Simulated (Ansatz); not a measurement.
**Al$_{16}$P$_{16}$H (cell charge −1, with a compensating background) (cell with a defect): density, localisation and related maps**

```
Al P H
1.0
    -5.50734    5.50734   -5.50734
     5.50734   -5.50734   -5.50734
    -5.50734   -5.50734    5.50734
Al P H
16 16 1
Direct
  0.49516 0.24702 0.24702
  0.24702 0.24702 0.49516
  0.99814 0.25298 0.75000
  0.75000 0.99814 0.25298
  0.75000 0.25298 0.99814
  0.50186 0.00484 0.50186
  0.25298 0.99814 0.75000
  0.99814 0.75000 0.25298
  0.97753 0.97753 0.97753
  0.75000 0.75000 0.52247
  0.52247 0.75000 0.75000
  0.24702 0.49516 0.24702
  0.25298 0.75000 0.99814
  0.00484 0.50186 0.50186
  0.75000 0.52247 0.75000
  0.50186 0.50186 0.00484
  0.50000 0.00000 0.25000
  0.25000 0.00000 0.50000
  0.00705 0.00705 0.75000
  0.75000 0.75000 0.25976
  0.75000 0.00705 0.00705
  0.49295 0.75000 0.49295
  0.25976 0.75000 0.75000
  0.00000 0.50000 0.25000
  0.00705 0.75000 0.00705
  0.75000 0.49295 0.49295
  0.49295 0.49295 0.75000
  0.24024 0.24024 0.24024
  0.25000 0.50000 0.00000
  0.00000 0.25000 0.50000
  0.75000 0.25976 0.75000
  0.50000 0.25000 0.00000
  0.75000 0.75000 0.75000
```

The calculation used Ansatz 0.2.0, DFT PBE, scalar-relativistic, plane waves, PAW.

In a PAW calculation such maps are meaningful between the atoms, not at the nuclei.

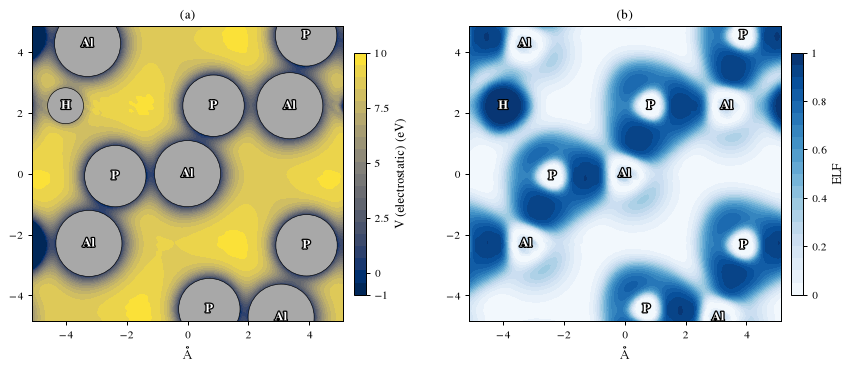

Figure 1. (a) electrostatic potential energy of an electron; (b) electron localisation function on the (101̄) plane of the calculation cell. Grey discs cover the atomic cores in the potential map.

> Interpret the plot.

The plane passes through Al, P and H nuclei.
Al–H (2.17 Å): the ELF climbs to about 1 towards the hydrogen.
Al–P (2.38 Å): the ELF peaks at about 0.95 between the atoms (a covalent bond).
Al–P (2.51 Å): the ELF peaks at about 0.95 between the atoms (a shared electron pair).
Outside the cores the potential energy rises away from the atoms and is highest about 2.2 Å from the nearest atoms; its zero is arbitrary.

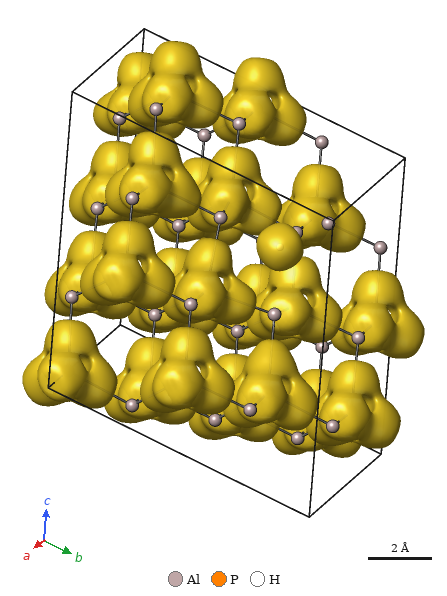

Figure 2. Isosurface of the ELF at 0.75 (yellow), seen slightly off an axis. Only the valence region is drawn (cores and ρ < 0.01 e/Å³ removed). Sticks mark near contacts.

> What do the ELF domains correspond to?

The surface consists of one region around a hydrogen nucleus and 16 regions on P in which the atom's valence shell and bonds are merged, counted in one cell of 33 atoms. Regions shared between cells count once. Profiles from the grid: Al–P (2.37 Å): the ELF peaks at about 0.95 between the atoms; localised, covalent bonding.

> Does the calculation give a band gap?

It is gapped, with a Kohn–Sham gap of 2.1 eV on the k-point mesh (the band edges may lie off the mesh, which would make the gap smaller).
